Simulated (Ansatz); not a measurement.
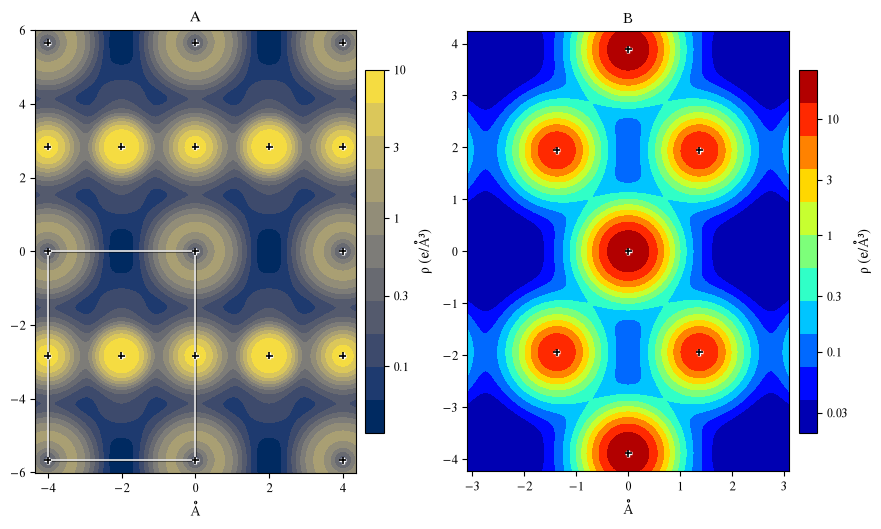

The valence electron density of 2 systems, each on a plane through atoms (crosses mark nuclei in the plane).

Computed with Kohn-Sham DFT of a periodic cell, PBE, Ansatz PAW (Ansatz 0.2.0).

System 1: CdF₂, the (101) plane of the conventional cell. Space group Fm-3m.

System 2: BaTiO₃, the (11̄0) plane of the conventional cell. Space group Pm-3m.

Question: Match each panel to its system.

Answer: Panel A is system 2, BaTiO₃: the plane holds Ba, Ti and O. Ti–O (2.00 Å): ρ is about 0.62 e/Å³ halfway. Panel B is system 1, CdF₂: the plane holds Cd and F. Cd–F (2.38 Å): ρ at the midpoint is about 0.29 e/Å³.
